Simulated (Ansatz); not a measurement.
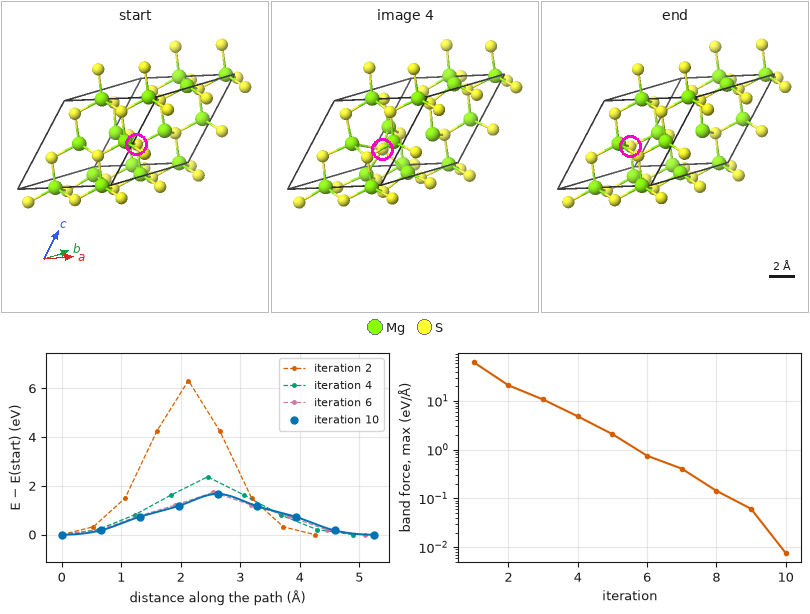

A nudged-elastic-band calculation for a defect cell of composition Mg8S7 with an S vacancy (15 atoms in the cell). Images are numbered from 0 (start) to 8 (end). The plot follows the band through its iterations. A ball-and-stick model of the reduced simulation cell (origin moved), seen from a free direction. The moving atom is ringed, with any periodic copies. Lengths and directions refer to the drawn axes. Bonds to atoms that aren't drawn are left out.

These are results of DFT PBE, scalar-relativistic, plane waves, PAW (Ansatz), not measurements. Settings: plane-wave cutoff 420 eV; k-point mesh 4 × 4 × 4; Gaussian smearing 0.05 eV; 7 movable images; climbing image; force threshold 0.05 eV/Å; iteration limit 60.

**How did the profile develop, and is the result final?**

The run is converged, with reservations. The band converged in 10 iterations. The largest component of the band force went from 62 to 0.0076 eV/Å. The climbing image converged on the top of the path. Its curvatures weren't checked. The first iteration put the highest image at 19.74 eV. The barrier is about 1.67 eV in both directions, with image 4 at the top; the ends have the same energy.

Limits of the set-up: the periodic images lie only 8.1 Å apart, so the values are limited by the cell's size.

The run took 11 min on 4 threads of Intel(R) Xeon(R) 6975P-C (Granite Rapids), on a shared host, peak memory 4.7 GiB.
